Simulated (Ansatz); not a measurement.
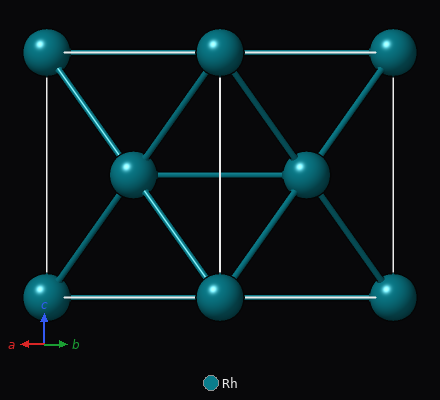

The structure, seen along [110]; the drawing may span several cells.

Given this structure, coordinates from a relaxation with DFT PBE, scalar-relativistic, plane waves, PAW (Ansatz); the starting structure was generated, so it need not be a known form of this composition, written in its standard cell:

```yaml
crystal:
  lattice:
    - [3.82993, 0.00000, 0.00000]
    - [0.00000, 3.82993, 0.00000]
    - [0.00000, 0.00000, 3.82993]
  atoms:
    - { symbol: Rh, position: [0.00000, 0.00000, 0.00000] }
    - { symbol: Rh, position: [0.00000, 0.50000, 0.50000] }
    - { symbol: Rh, position: [0.50000, 0.00000, 0.50000] }
    - { symbol: Rh, position: [0.50000, 0.50000, 0.00000] }
```

Q: What does the kinematic electron diffraction pattern along [110] look like at 300 kV (B = 1 Å²)?

A: The spots form a centred rectangular net with both shortest vectors at d = 2.21 Å, 70.5° apart. They are -1 1 -1 and -1 1 1. The pattern has symmetry 2mm. The lattice centring (F) removes all reflections that break h + k = 2n, h + l = 2n.

Strongest reflections with d > 0.80 Å, one of each family (|F|² from tabulated Gaussian fits of the electron scattering factors, times a small damping for the curvature of the Ewald sphere):

```csv
hkl,d (Å),I (strongest = 100)
1 -1 1,2.211,100
0 0 2,1.915,76
2 -2 0,1.354,33
1 -1 3,1.155,20
2 -2 2,1.106,18
0 0 4,0.957,10
```

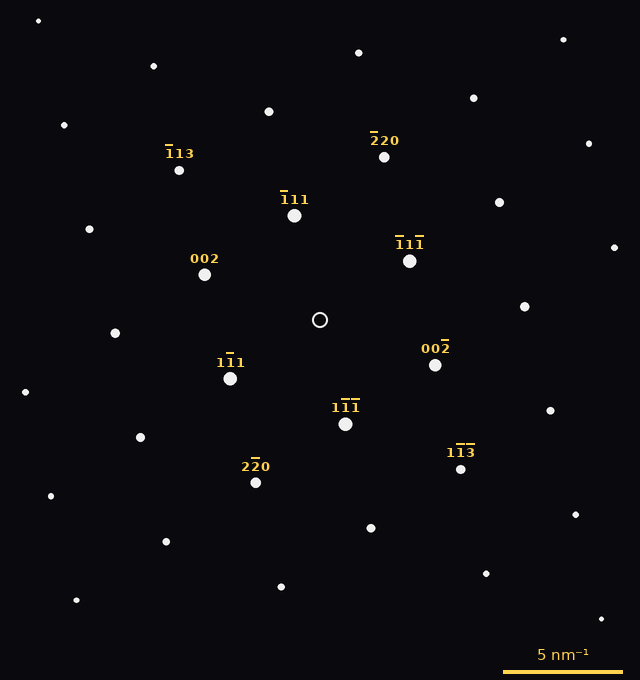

Calculated pattern, seen from the source side with [110] pointing towards the source.
